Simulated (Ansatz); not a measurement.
**Two runs on Si**

System: Si (I4/mmm, 1 atom in the cell).
Method of run 1: Kohn-Sham DFT of a periodic cell, PBE, all-electron LAPW, scalar-relativistic, no spin polarisation (Ansatz 0.2.0).

The structure derives from a Materials Project entry. Text and figures count atoms from 1; the logs count them from 0 in places.

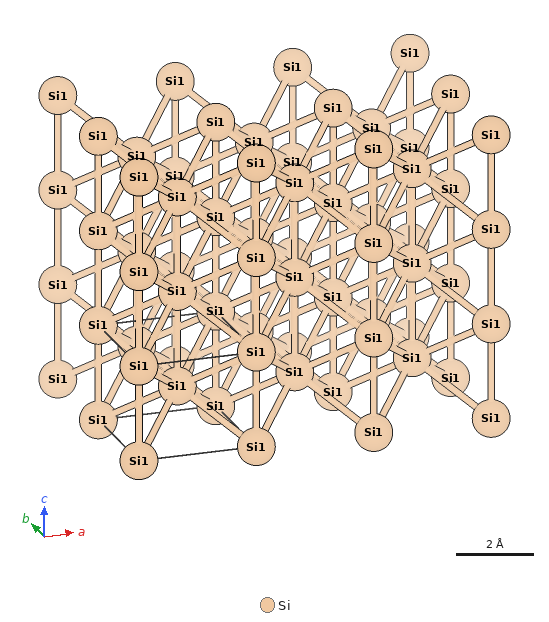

Figure 1. The structure (ball-and-stick view of the cell 2 times as large as that of the calculation, set on its symmetry axes, repeated 3 × 2 × 3, seen at an oblique angle; atoms are numbered from 1 in the order of the input).

### Input, run 1
```yaml
crystal:
  lattice:
    - [-1.62691493, 1.62691493, 1.32032985]
    - [1.62691493, -1.62691493, 1.32032985]
    - [1.62691493, 1.62691493, -1.32032985]
  atoms:
    - { symbol: Si, position: [0.0, 0.0, 0.0] }
kpoints:
  mp_grid: { grid: [13, 13, 13] }
scf:
  occupations: { method: gaussian, width: 0.05 }
hamiltonian:
  xc: pbe
  pseudopotentials: { kind: all_electron, lapw: { basis_error: 0.001 } }
output:
  forces: true
  stress: true
  eigenvalues: true
```

Command:
```bash
ansatz run input.yaml --threads 1 --pin off --max-ram 3072MiB --backend cpu --events-out ev --progress --plain --runs-dir out
```

Hardware: 1 thread of Intel Xeon @ 2.70GHz, 189 GiB of memory available, shared host.

### Output, shortened to warnings, some set-up lines, iterations and results (run 1)
```
Basis set: ecut = 152.69578717450054 eV, 71 PW (Γ), exchange–correlation at level 2
Symmetry: 16 space group operations
k-points: 196 of 2197
Initial density: superposition of atomic densities (chi_scale 0.1, normalization cell)
[...]
SCF iter   1: F=—  HF=-7891.788026 eV  |F-HF|=—  |Δ(HF+E_count)|=         —  Δρ=1.25e-2  dr2=1.12e-2  ethr=9.25e-5  ⟨swp⟩=3.2  Hψ=15097  notcnv=0
SCF iter   2: F=—  HF=-7891.772529 eV  |F-HF|=—  |Δ(HF+E_count)|=   1.55e-2  Δρ=6.03e-3  dr2=2.62e-3  ethr=9.25e-5  ⟨swp⟩=2.0  Hψ=5591  notcnv=0
SCF iter   3: F=—  HF=-7891.769851 eV  |F-HF|=—  |Δ(HF+E_count)|=   2.68e-3  Δρ=6.33e-4  dr2=3.22e-5  ethr=2.69e-7  ⟨swp⟩=2.0  Hψ=9678  notcnv=0
SCF iter   4: F=—  HF=-7891.769855 eV  |F-HF|=—  |Δ(HF+E_count)|=   4.67e-6  Δρ=1.28e-4  dr2=1.48e-6  ethr=2.69e-7  ⟨swp⟩=2.0  Hψ=5479  notcnv=0
SCF iter   5: F=-7891.769855 eV  HF=-7891.769855 eV  |F-HF|=4.16e-10  |Δ(HF+E_count)|=   9.28e-8  Δρ=1.05e-6  dr2=6.95e-11  ethr=1.24e-8  ⟨swp⟩=2.0  Hψ=5479  notcnv=0
SCF 1 converged in 5 iterations: F = -7891.769855 eV  dr2 = 6.95e-11
SCF converged after 5 iterations
Free energy (F): -7891.769855 eV
Harris-Foulkes:  -7891.769855 eV  (|F-HF|=4.16e-10)
Internal energy: -7891.768845 eV  (E = F + TS)
E sigma→0 (E₀):  -7891.769350 eV
Entropy (-TS):   -0.001010 eV (-1.010 meV/atom)
Fermi energy:    12.912285 eV
--- Per-component energies (eV) ---
  E_band       = -682.402556
  E_kinetic    = 7914.514469
  E_xc         = -568.781999
  E_electrostatic = -15237.501315  (all electrons and nuclei)
  E_smearing   = -0.001010  (= −TS)
  E_closure    = 0.000000  (closes the sum)
  E_atoms      = -7886.856883  (free atoms, spherical and without spin; not in F)
  Σ components = -7891.769855   (vs F -7891.769855, Δ=0.00e0)
  Basis errors (estimates in eV, not in F): energy 4.4e-4 per atom: plane waves 4.2e-4 (2.2e-4 summed), levels above the bands 0.0e0, relativity 2.0e-9, radial functions 2.1e-5, core shells 1.9e-13; eigenvalues (radial functions only) 5.4e-5; not estimated: angular momenta, meshes, grids; target …
--- Forces (eV/Å), atoms counted from 1 ---
  atom   1  Si    -0.00000000    -0.00000000    -0.00000000
  max |Σ_I F_I| component: 3.27e-31 eV/Å
--- Stress (GPa, compression-positive) ---
        4.754063      -0.000000      -0.000000
       -0.000000       4.754063       0.000000
       -0.000000       0.000000       1.056426
  P = ⅓ Tr σ = 3.5215 GPa (35.215 kbar)
```

The input of run 2 differs as follows (lines with − go, lines with + come):
```diff
-  xc: pbe
+  xc: lda
```

Predict how the results change.

The total energies belong to different methods, so their difference says nothing on which is more stable or more accurate. The pressure goes from 3.52 to −0.22 GPa. The functional changes from PBE to LDA. Along LDA, PBEsol, PBE and RPBE the binding weakens and the preferred volume grows, so the same cell is under more pressure with the later ones. The number of SCF iterations is the same.

### Output, shortened to warnings, some set-up lines, iterations and results (run 2)
```
Basis set: ecut = 153.86352186557835 eV, 71 PW (Γ), exchange–correlation at level 2
Symmetry: 16 space group operations
k-points: 196 of 2197
Initial density: superposition of atomic densities (chi_scale 0.1, normalization cell)
[...]
SCF iter   1: F=—  HF=-7864.797263 eV  |F-HF|=—  |Δ(HF+E_count)|=         —  Δρ=1.23e-2  dr2=1.12e-2  ethr=9.29e-5  ⟨swp⟩=3.2  Hψ=15098  notcnv=0
SCF iter   2: F=—  HF=-7864.778921 eV  |F-HF|=—  |Δ(HF+E_count)|=   1.83e-2  Δρ=5.84e-3  dr2=2.59e-3  ethr=9.29e-5  ⟨swp⟩=2.0  Hψ=5613  notcnv=0
SCF iter   3: F=—  HF=-7864.775784 eV  |F-HF|=—  |Δ(HF+E_count)|=   3.14e-3  Δρ=6.58e-4  dr2=3.55e-5  ethr=2.96e-7  ⟨swp⟩=2.0  Hψ=9608  notcnv=0
SCF iter   4: F=—  HF=-7864.775780 eV  |F-HF|=—  |Δ(HF+E_count)|=   3.07e-6  Δρ=1.20e-4  dr2=1.31e-6  ethr=2.96e-7  ⟨swp⟩=2.0  Hψ=5482  notcnv=0
SCF iter   5: F=-7864.775780 eV  HF=-7864.775780 eV  |F-HF|=3.18e-11  |Δ(HF+E_count)|=   1.49e-7  Δρ=1.22e-6  dr2=8.53e-11  ethr=1.09e-8  ⟨swp⟩=2.0  Hψ=5482  notcnv=0
SCF 1 converged in 5 iterations: F = -7864.775780 eV  dr2 = 8.53e-11
SCF converged after 5 iterations
Free energy (F): -7864.775780 eV
Harris-Foulkes:  -7864.775780 eV  (|F-HF|=3.18e-11)
Internal energy: -7864.774737 eV  (E = F + TS)
E sigma→0 (E₀):  -7864.775259 eV
Entropy (-TS):   -0.001043 eV (-1.043 meV/atom)
Fermi energy:    12.706319 eV
--- Per-component energies (eV) ---
  E_band       = -681.634434
  E_kinetic    = 7879.182346
  E_xc         = -540.781826
  E_electrostatic = -15203.175257  (all electrons and nuclei)
  E_smearing   = -0.001043  (= −TS)
  E_closure    = 0.000000  (closes the sum)
  E_atoms      = -7859.230399  (free atoms, spherical and without spin; not in F)
  Σ components = -7864.775780   (vs F -7864.775780, Δ=0.00e0)
  Basis errors (estimates in eV, not in F): energy 4.2e-4 per atom: plane waves 4.1e-4 (2.2e-4 summed), levels above the bands 0.0e0, relativity 6.7e-10, radial functions 7.8e-6, core shells 3.2e-13; eigenvalues (radial functions only) 5.3e-5; not estimated: angular momenta, meshes, grids; target …
--- Forces (eV/Å), atoms counted from 1 ---
  atom   1  Si    -0.00000000    -0.00000000     0.00000000
  max |Σ_I F_I| component: 3.82e-31 eV/Å
--- Stress (GPa, compression-positive) ---
        1.054036      -0.000000      -0.000000
       -0.000000       1.054036       0.000000
       -0.000000       0.000000      -2.776579
  P = ⅓ Tr σ = -0.2228 GPa (-2.228 kbar)
```

### The two runs side by side

| quantity | run 1 | run 2 |
| --- | --- | --- |
| outcome | converged | converged |
| free energy per atom (eV) | −7891.7699 | −7864.7758 |
| energy per atom, smearing taken to zero (eV) | −7891.7694 | −7864.7753 |
| gap on the mesh (eV) | 0.00 | 0.00 |
| pressure (GPa) | 3.52 | −0.22 |
| largest force (eV/Å) | 0.000 | 0.000 |
| SCF iterations | 5 | 5 |
| irreducible k-points | 196 | 196 |
| plane waves at Γ | 71 | 71 |
| wall time (shared host) | 7.3 s | 8.2 s |
